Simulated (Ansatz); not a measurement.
System: PbF2.

Input

```
crystal:
  lattice:
    - [2.0847423722, 1.2036265698, 3.4074281284]
    - [-2.0847423722, 1.2036265698, 3.4074281284]
    - [0.0, -2.4072531396, 3.4074281284]
  atoms:
    - { symbol: Pb, position: [0.0, 0.0, 0.0] }
    - { symbol: F, position: [0.7500566785, 0.7500566785, 0.7500566785] }
    - { symbol: F, position: [0.2499433215, 0.2499433215, 0.2499433215] }
kpoints:
  mp_grid: { grid: [8, 8, 8] }
hamiltonian:
  xc: r2scan
  dispersion: rvv10
scf:
  occupations: { method: fermi_dirac, width: 0.03 }
relax:
  f_tol: 0.01
  cell: {}
  max_steps: 120
output:
  write_density: true
  write_potential: true
  elf: true
  volumetric_format: npy
```

Run with:

```sh
ansatz run input.yaml --threads 2 --pin off --max-ram 2211MiB --backend cpu --events-out ev --progress --plain --runs-dir out
```

Below, planes, directions and counts refer to the conventional cell (a = 5.89 Å, b = 5.89 Å, c = 5.89 Å, α = 89.99°, β = 89.99°, γ = 89.99°).

The fields are those of the run's last geometry, not of the input's.

Space group Fm-3m; a structure from a database of computed crystals, not necessarily the ambient phase; started from the PbI2-166 prototype, which need not be the ambient phase.

The calculation used DFT, r2SCAN+rVV10, plane waves, PAW in Ansatz 0.2.0.

### What can the converged valence pseudo-density and electron localisation function tell about the bonding?

Pb–F (2.55 Å): the density is about 0.25 e/Å³ at the midpoint; the ELF is about 0.10 at the midpoint: no localised pair shows between them.

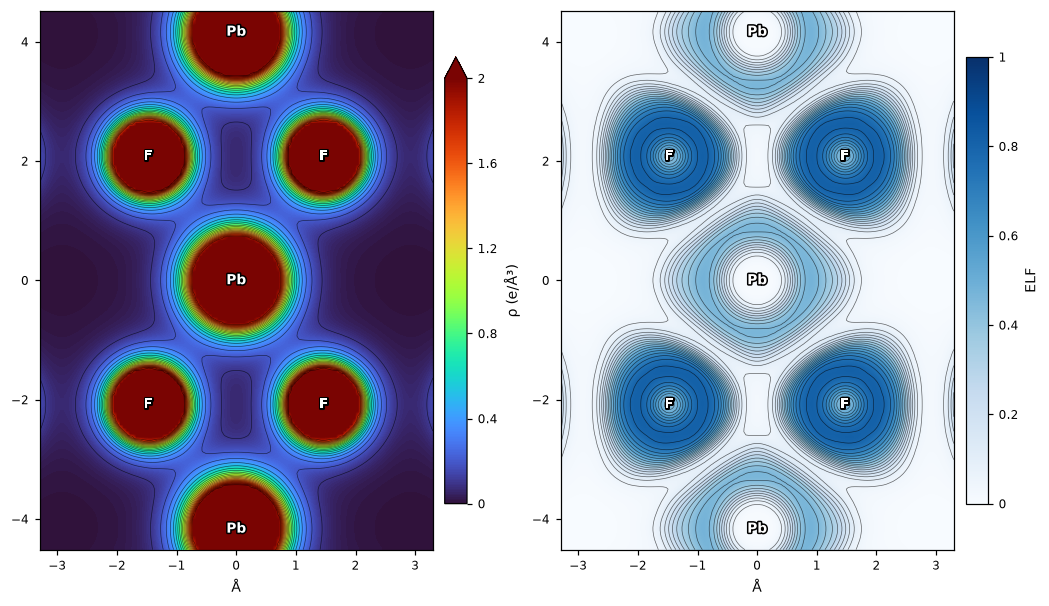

Computed valence pseudo-density and electron localisation function on the (110) plane of the conventional cell, in this order. 

Core electrons are frozen (PAW), and the valence fields are smoothed inside the atomic spheres.
